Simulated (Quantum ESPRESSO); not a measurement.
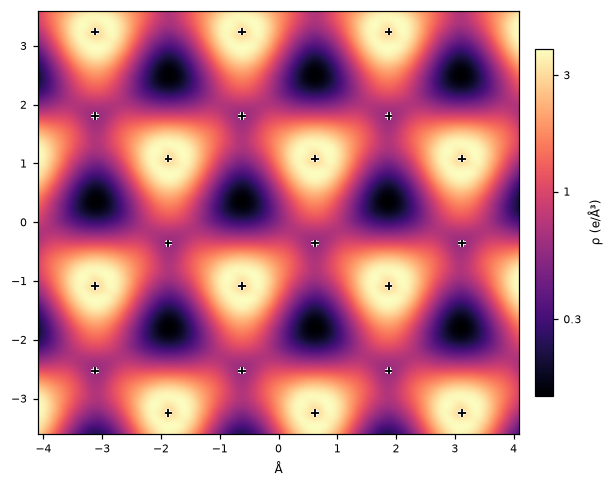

The valence electron density on a plane through atoms (crosses mark nuclei in the plane).

Method: Kohn-Sham DFT of a periodic cell, PBEsol, GBRV 1.5 PBEsol (Quantum ESPRESSO).

Candidates:
A. BN, a = 2.50 Å, b = 2.50 Å, c = 6.64 Å, α = 90.00°, β = 90.00°, γ = 120.00°. Space group P6₃/mmc; computed pressure about 3 GPa in this cell.
B. CoO, a = 4.26 Å, b = 4.26 Å, c = 4.26 Å, α = 90.00°, β = 90.00°, γ = 90.00°. Space group Fm-3m; computed pressure about −11 GPa in this cell; spin-polarised.
C. Ti, a = 2.95 Å, b = 2.95 Å, c = 4.68 Å, α = 90.00°, β = 90.00°, γ = 120.00°. Space group P6₃/mmc; computed pressure about −6 GPa in this cell.

Which system is this?

Answer. Candidate A: BN on the (001) plane of the conventional cell, which holds N and B. B–N (1.44 Å): ρ is about 1.8 e/Å³ halfway.
